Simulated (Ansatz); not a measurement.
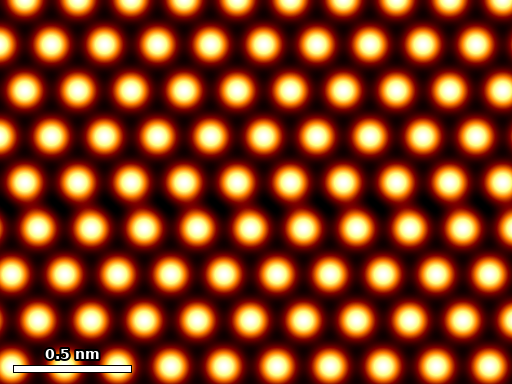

HAADF-like image of Ni (Im-3m, No. 229) along [111]. Simulated incoherent Z contrast: every atom adds Z^1.8 spread by a probe of 1.27 Å full width; channelling and multiple scattering are left out. The probe carries 25 % of its weight in a tail 2.5 times as wide.

One planar defect was built into the perfect crystal by geometry alone, without relaxation. Host structure: the input geometry of a calculation; the starting structure was generated, so it need not be a known form of this composition.

> Find the planar defect and say what kind it is.

A planar fault (a stacking fault) runs horizontally about 9 Å below the top edge. The part above it is shifted along the boundary by 1/4 of the 2.28 Å repeat of the rows (0.6 Å to the right, the same as 1.7 Å to the left); both parts keep the same orientation.
